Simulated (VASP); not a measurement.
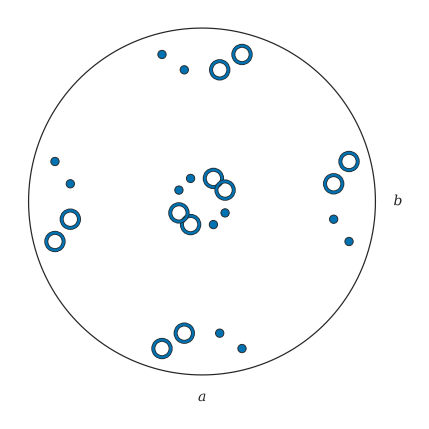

Stereographic projection: filled dots lie in the upper hemisphere, open rings in the lower. The c axis points at the viewer. The poles are all faces of one general form. Computed from the symmetry operations of a computed or model structure of composition CdS.

### Which point group is this?

-43m (Td), order 24, cubic system: three −4 axes, four threefold axes, six mirror planes.

### Which physical properties does it allow?

It is not centrosymmetric; not polar, but piezoelectricity is allowed; it is not chiral.
